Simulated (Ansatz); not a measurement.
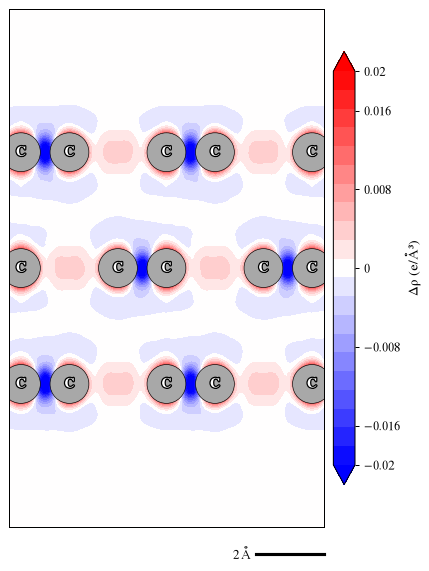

C. Difference of the valence pseudo-densities of two functionals at the same geometry, on the (110) plane of the calculation cell, a cut from vacuum to vacuum: PBE less r2SCAN.

Both computed with Ansatz (plane waves, PAW), on the same k-point mesh. Grey discs cover the atomic cores.

```yaml
crystal:
  lattice:
    - [2.46100, 0.00000, 0.00000]
    - [-1.23050, 2.13129, 0.00000]
    - [0.00000, 0.00000, 37.20000]
  atoms:
    - { symbol: C, position: [0.00000, 0.00000, 0.24074] }
    - { symbol: C, position: [0.33333, 0.66667, 0.24073] }
    - { symbol: C, position: [0.00000, 0.00000, 0.33199] }
    - { symbol: C, position: [0.66667, 0.33333, 0.33199] }
    - { symbol: C, position: [0.00000, 0.00000, 0.42324] }
    - { symbol: C, position: [0.33333, 0.66667, 0.42325] }
```

Question: Where does the change of functional move the electrons?

Answer: Against r2SCAN, PBE gives less density around C (−0.006 e/Å³ on average at 0.8 Å from the nucleus) and a change of −0.028 e/Å³ at the midpoint of C–C.
